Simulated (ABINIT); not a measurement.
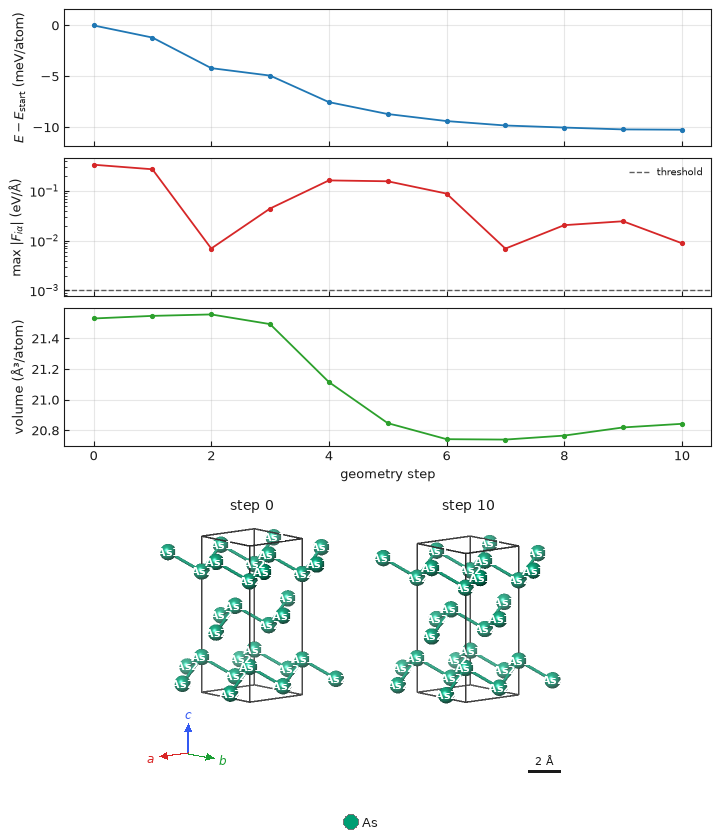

First and last geometry of a relaxation of solid As (set up in R-3m), with the history of the run. Style: ball-and-stick. Shown: the conventional cell (3 times the calculation's cell), from a free direction. Lengths and directions refer to the drawn axes.

The run lets cell and atoms move.

Theory: ABINIT 10.8.3, Kohn-Sham DFT of a periodic cell, PBEsol, PseudoDojo NC SR PBEsol v0.4.1 standard.

Input
```
# Pseudopotentials
pp_dirpath "./"
pseudos "As.upf"

# Structure
acell 7.8064586208 7.8064586208 7.8064586208
rprim
     0.4552885255     0.2628609527     0.8506564983
    -0.4552885255     0.2628609527     0.8506564983
     0.0000000000    -0.5257219055     0.8506564983
ntypat 1
znucl 33
natom 2
typat 1 1
chkprim 0
chksymtnons 0
tolsym 1.0e-6
xred
   0.2260000000   0.2260000000   0.2260000000
   0.7740000000   0.7740000000   0.7740000000

# Plane-wave basis
ecut 42.0
ecutsm 0.5

# k points
kptopt 1
ngkpt 7 7 7
nshiftk 1
shiftk 0.0 0.0 0.0

# Exchange and correlation
ixc -116133

# Bands and occupations
nband 19
occopt 3
tsmear 0.05 eV

# SCF cycle
nstep 80
tolvrs 1.0e-12

# Output
iomode 3
prteig 0
prtebands 0
prtwf 0
prtden 0

# Relaxation
ionmov 2
optcell 2
ntime 50
tolmxf 2.0e-5
dilatmx 1.08
```

Launched with:
```bash
abinit run.abi > log 2>&1
```

> What do the curves and the structures tell?

The run was cut off at its time limit before the relaxation converged, so the last structure is only a point on the way. Over 10 geometry steps the energy falls by 10.2 meV per atom. The largest force component goes from 0.34 to 0.0089 eV/Å. Pressure: 0.26 GPa at the start and 0.03 GPa at the end. The largest moves relative to the cell, 0.040 Å, are those of As1 and As2. As1 goes along +c. The drawn cell changes as follows: a = b 3.762 → 3.791 Å (+0.8 %), c 10.542 → 10.047 Å (−4.7 %); the volume changes by −3.2 %. Some distances before and after: As1–As2 2.506 → 2.532 Å. The space group stays R-3m (No. 166). The run took 23 min on 1 thread of Arm Neoverse V2 (shared host), peak memory 0.15 GiB.

```tsv
step	E − E(0), meV/atom	largest force component, eV/Å	pressure, GPa	volume, Å³/atom
0	0.00	0.3389	0.26	21.530
1	-1.19	0.2745	0.00	21.548
2	-4.19	0.0070	-0.93	21.557
3	-4.92	0.0445	-0.98	21.494
4	-7.53	0.1639	-0.66	21.116
5	-8.69	0.1574	-0.09	20.848
6	-9.38	0.0890	0.33	20.743
7	-9.82	0.0070	0.50	20.741
8	-10.02	0.0206	0.43	20.767
9	-10.20	0.0247	0.17	20.820
10	-10.23	0.0089	0.03	20.843
```
